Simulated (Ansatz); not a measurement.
Ni (Pm-3n, No. 223): the input geometry of an electronic-structure calculation (not necessarily at equilibrium); the starting structure was generated, so it need not be a known form of this composition.

```
Ni
1.0
     4.49879    0.00000    0.00000
     0.00000    4.49879    0.00000
     0.00000    0.00000    4.49879
Ni
8
Direct
  0.00000 0.00000 0.00000
  0.50000 0.50000 0.50000
  0.25000 0.00000 0.50000
  0.75000 0.00000 0.50000
  0.50000 0.25000 0.00000
  0.50000 0.75000 0.00000
  0.00000 0.50000 0.25000
  0.00000 0.50000 0.75000
```

Q: What will a dark-field STEM-like image along [211] show? The image is simulated as a sum over atoms of Z^1.6, blurred by a 0.50 Å probe (no channelling). A slight drift was added.

A: The columns repeat on a rectangular net of 2.60 × 3.18 Å (plane group p2mg). The brightest columns hold 2 Ni per repeat; in falling brightness follow 1 Ni (about 50 %). Brightness is counted from the darkest point of the image. The closest visible columns (Ni and Ni) are 0.80 Å apart in projection. Along the beam the structure repeats every 11.02 Å.

```json
{"column": "Ni", "atoms along the beam per repeat": "2 Ni", "peak brightness": "100 %"}
{"column": "Ni", "atoms along the beam per repeat": "1 Ni", "peak brightness": "50 %"}
```

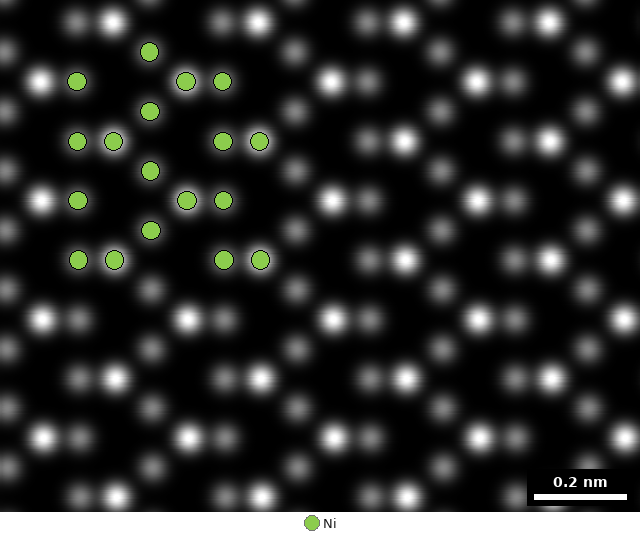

The simulated image, with the columns of the model marked in one corner.
